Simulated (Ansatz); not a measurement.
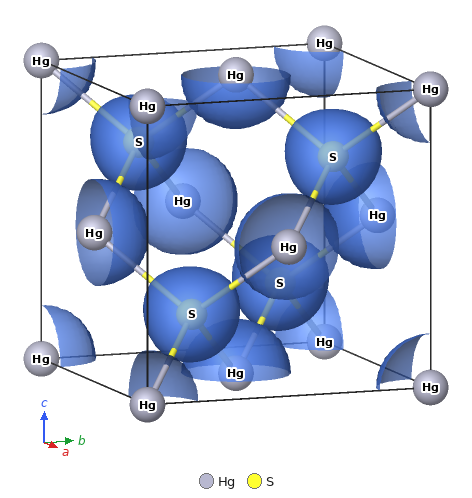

HgS. Isosurface of the valence electron density at 0.6 e/Å³ (blue), seen slightly off an axis. Sticks mark near contacts.

Space group F-43m.

The calculation used DFT PBE+D3(BJ), scalar-relativistic, plane waves, PAW in Ansatz 0.2.0.

Core electrons are frozen (PAW), and the valence fields are smoothed inside the atomic spheres.

Input

```
crystal:
  lattice:
    - [0.0, 2.9957072305, 2.9957072305]
    - [2.9957072305, 0.0, 2.9957072305]
    - [2.9957072305, 2.9957072305, 0.0]
  atoms:
    - { symbol: Hg, position: [0.0, 0.0, 0.0] }
    - { symbol: S, position: [0.25, 0.25, 0.25] }
basis:
  ecutwfc: 420
kpoints:
  mp_grid: { grid: [12, 12, 12] }
hamiltonian:
  xc: pbe
  dispersion: d3bj
scf:
  occupations: { method: gaussian, width: 0.1 }
output:
  forces: true
  stress: true
  eigenvalues: true
  write_density: true
  write_potential: true
  elf: true
  volumetric_format: npy
relax:
  adjacent_minimum: "off"
  f_tol: 0.005
  max_steps: 50
  cell: { stress_tol: 0.05 }
```

Launched as:

```sh
ansatz run input.yaml --threads 1 --pin off --max-ram 2560MiB --backend cpu --events-out ev --progress --plain --runs-dir out
```

Below, planes, directions and counts refer to the conventional cell (a = 5.91 Å, b = 5.91 Å, c = 5.91 Å, α = 90.00°, β = 90.00°, γ = 90.00°).

The fields are those of the relaxed geometry.

**What does this surface tell about the bonding?**

At this value the density breaks into separate islands; it holds about 75 % of the electrons treated as valence (semicore included). It bridges none of the near contacts. It is pinched off along the shortest Hg–S (2.56 Å) contacts. On the grid the lowest density along these lines, outside the cores, is 0.45 e/Å³ (Hg–S, 2.56 Å).

**Does the calculation make it a metal, or give it a gap?**

It is gapless in this calculation (a metal or semimetal).
